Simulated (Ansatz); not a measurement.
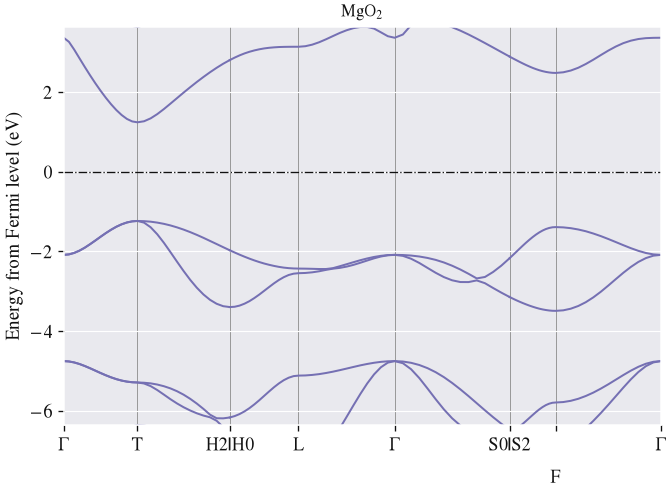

Band structure. Energies are counted from the Fermi level.

The Ansatz input:

```
crystal:
  lattice:
    - [1.5838234691, 0.9144209062, 3.4573706184]
    - [-1.5838234691, 0.9144209062, 3.4573706184]
    - [0.0, -1.8288418125, 3.4573706184]
  atoms:
    - { symbol: Mg, position: [0.0, 0.0, 0.0] }
    - { symbol: O, position: [0.4291433726, 0.4291433726, 0.4291433726] }
    - { symbol: O, position: [0.5708566274, 0.5708566274, 0.5708566274] }
basis:
  ecutwfc: 420
kpoints:
  mp_grid: { grid: [12, 12, 12] }
  band_path:
    path:
      - [[0.0, 0.0, 0.0], [0.5, 0.5, 0.5], [0.78669864, 0.21330136, 0.5]]
      - [[0.5, -0.21330136, 0.21330136], [0.5, 0.0, 0.0], [0.0, 0.0, 0.0], [0.35665068, -0.35665068, 0.0]]
      - [[0.64334932, 0.0, 0.35665068], [0.5, 0.0, 0.5], [0.0, 0.0, 0.0]]
    npoints: 14
hamiltonian:
  xc: pbesol
scf:
  occupations: { method: gaussian, width: 0.02 }
  n_extra_bands: 7
output:
  forces: true
  stress: true
  eigenvalues: true
  populations: true
  dos: { projected: true, de: 0.02, nscf_kmesh: { grid: [18, 18, 18] } }
  bader: true
  write_density: true
  write_potential: true
  elf: true
  volumetric_format: npy
```

Run as:
```bash
ansatz run input.yaml --threads 1 --pin off --max-ram 2560MiB --backend cpu --events-out ev --progress --plain --runs-dir out
```

Q: What does the band structure say about the gap?

A: The material is gapped. The gap along this path is 2.48 eV and direct: both edges lie at T.

Q: What are the direct gaps at Γ, T and F?

A: The direct gaps are 5.45 eV at Γ, 2.48 eV at T and 3.87 eV at F.
